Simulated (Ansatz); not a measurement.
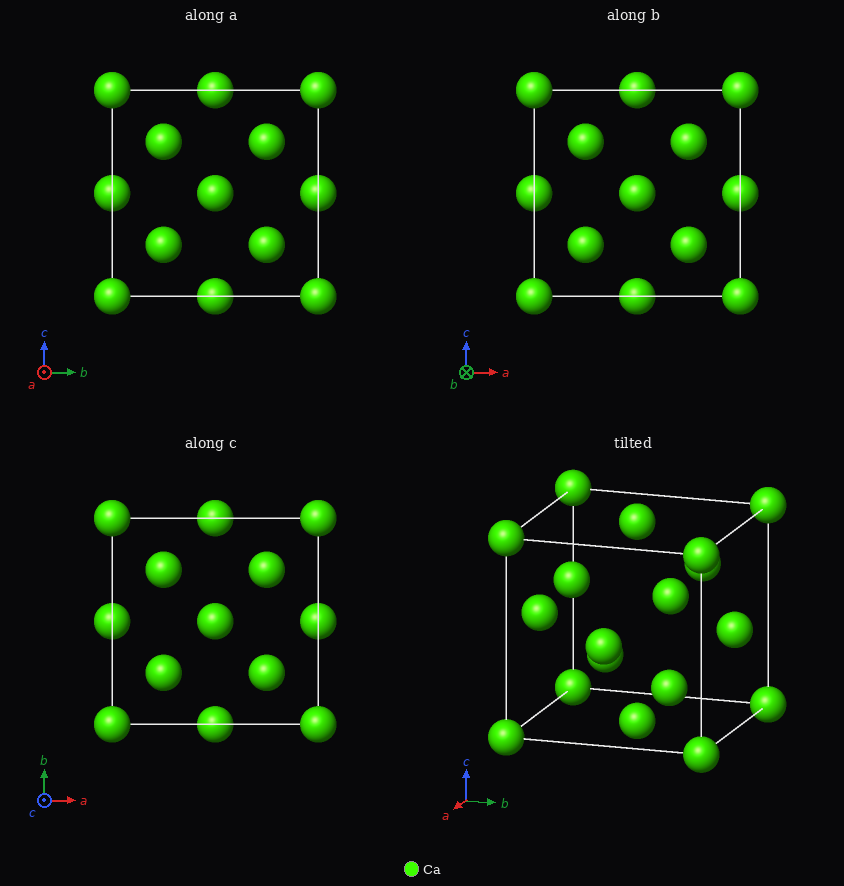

Spheres-only drawing of the structure, looking along the a axis, along the b axis, along the c axis and slightly off an axis. The parallelepiped is the conventional unit cell.

Lattice parameters: a = 8.415 Å, b = 8.415 Å, c = 8.415 Å, α = 90.00°, β = 90.00°, γ = 90.00°.

**Express the structure as a table of Wyckoff sites.**

Space group Fd-3m:1 (No. 227).
| atom | site | x | y | z |
| --- | --- | --- | --- | --- |
| Ca | 8a | 0.2500 | 0.7500 | 0.7500 |

Provenance: a structure type filled with this element by a generator (whether the element takes this form wasn't checked). Earlier steps of the study may have refined or changed the cell and positions. It went into a calculation with Ansatz.
